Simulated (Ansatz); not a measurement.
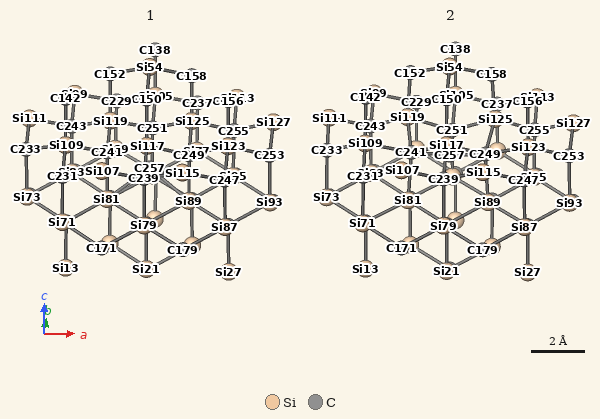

Two geometries of a defect cell of composition Si$_{128}$C$_{129}$ (cell charge +2), drawn at one scale. One is the start of a relaxation, the other its converged end. Style: ball-and-stick. Shown: the atoms within 5.0 Å of the atom that moves most (axes of the cell of the calculation (origin shifted)), from a free direction.

Theory: DFT, PBEsol, PAW, plane waves in Ansatz. Settings: plane-wave cutoff 420 eV; k-point mesh 1 × 1 × 1; mesh shifted by (0.25, 0.25, 0.25); no spin polarisation; atoms relaxed in a fixed cell; force threshold 0.03 eV/Å; at most 80 steps.

Question: Which of the two is the end point?

Answer: Structure 2 is the relaxed one. Over 8 geometry steps the energy falls by 6.035 eV per cell of the calculation. The largest force component goes from 2.3 to 0.021 eV/Å. The largest move is that of a C atom, 0.51 Å along +c. Largest moves by element: C 0.51 Å, Si 0.18 Å. The cell stays as it was. Near-neighbour distances that change, for instance: C–C 2.023 → 1.663 Å, C–C 2.009 → 1.670 Å, C–Si 2.009 → 2.332 Å, C–C 1.975 → 1.664 Å. New bonds form, among them: C–C (2.01 → 1.67 Å), C–C (2.02 → 1.66 Å). Among the angles between lasting bonds that change: C–Si–C 110.3° → 92.8°, C–Si–C 109.0° → 92.7°, C–Si–C 108.3° → 92.6°.

Limits of the set-up: the cell is charged, on a uniform background, and energies carry no finite-size correction.
